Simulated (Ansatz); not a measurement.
Consider this structure.

```
Zr N
1.0
     5.59894    0.00000    0.00000
    -2.79947    4.84882    0.00000
     0.00000    0.00000   15.58101
Zr N
18 12
Direct
  0.67499 0.00000 0.25000
  0.32501 0.32501 0.25000
  0.00000 0.67499 0.25000
  0.33333 0.99168 0.41667
  0.00832 0.34165 0.41667
  0.65835 0.66667 0.41667
  0.34165 0.33333 0.58333
  0.99168 0.65835 0.58333
  0.66667 0.00832 0.58333
  0.00000 0.32501 0.75000
  0.67499 0.67499 0.75000
  0.32501 0.00000 0.75000
  0.00832 0.66667 0.91667
  0.65835 0.99168 0.91667
  0.33333 0.34165 0.91667
  0.66667 0.65835 0.08333
  0.34165 0.00832 0.08333
  0.99168 0.33333 0.08333
  0.66667 0.33333 0.17200
  0.33333 0.66667 0.32800
  0.00000 0.00000 0.33867
  0.66667 0.33333 0.49466
  0.33333 0.66667 0.50534
  0.00000 0.00000 0.66133
  0.66667 0.33333 0.67200
  0.33333 0.66667 0.82800
  0.00000 0.00000 0.83867
  0.66667 0.33333 0.99466
  0.33333 0.66667 0.00534
  0.00000 0.00000 0.16133
```

Q: Summarise the structure in words.

A: The material is Zr$_{3}$N$_{2}$. The structure has R-3c (No. 167) symmetry and a rhombohedral (trigonal R) lattice. The cell comprises 6 formula units: 18 Zr, 12 N. With all contacts inside bonding distance counted, the coordination numbers are Zr 16 and N 6.

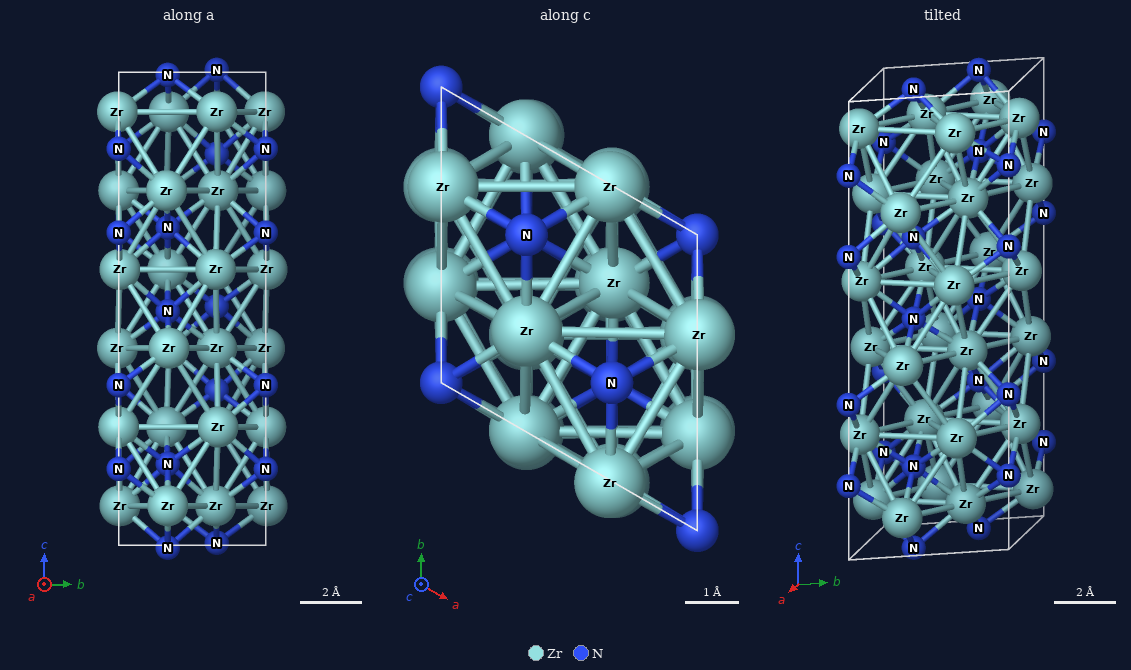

The figure gives a ball-and-stick picture of the atoms, viewed along the a axis, along the c axis and slightly off an axis. One conventional unit cell is framed, with atoms on its boundary repeated. Colours: zirconium light teal, nitrogen blue.

The model was built from a structure listed in the Materials Project. Earlier steps of the study, as a rule a relaxation of our own, may have changed the cell and positions, so they can lie some per cent off the listed ones. It was run through Ansatz as a DFT input.
